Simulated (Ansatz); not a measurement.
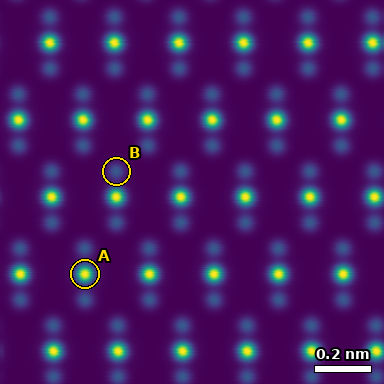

Z-contrast image of WSe2 (P-3m1, No. 164) along [201]. Simulated incoherent Z contrast: every atom adds Z^1.7 spread by a probe of 0.50 Å full width; channelling and multiple scattering are left out. The probe carries 15 % of its weight in a tail 2.5 times as wide. A slight drift was added. Model: coordinates from a relaxation at fixed volume with DFT PBEsol, scalar-relativistic, plane waves, PAW (Ansatz); the starting structure was generated, so it need not be a known form of this composition.

```cif
data_structure
_symmetry_space_group_name_H-M 'P 1'
_symmetry_Int_Tables_number 1
_cell_length_a 3.2461
_cell_length_b 3.2461
_cell_length_c 6.8379
_cell_angle_alpha 90.000
_cell_angle_beta 90.000
_cell_angle_gamma 120.000
_cell_volume 62.40
loop_
_atom_site_label
_atom_site_type_symbol
_atom_site_fract_x
_atom_site_fract_y
_atom_site_fract_z
_atom_site_occupancy
W1 W 0.00000 0.00000 0.00000 1
Se1 Se 0.33333 0.66667 0.25120 1
Se2 Se 0.66667 0.33333 0.74880 1
```

Name the elements in each circled column.

Answer. A: W (1 W per 9.43 Å along the beam; the brightest kind). B: Se (1 Se per 9.43 Å along the beam; about 25 % of the brightest peak). Brightness is counted from the darkest point of the image.
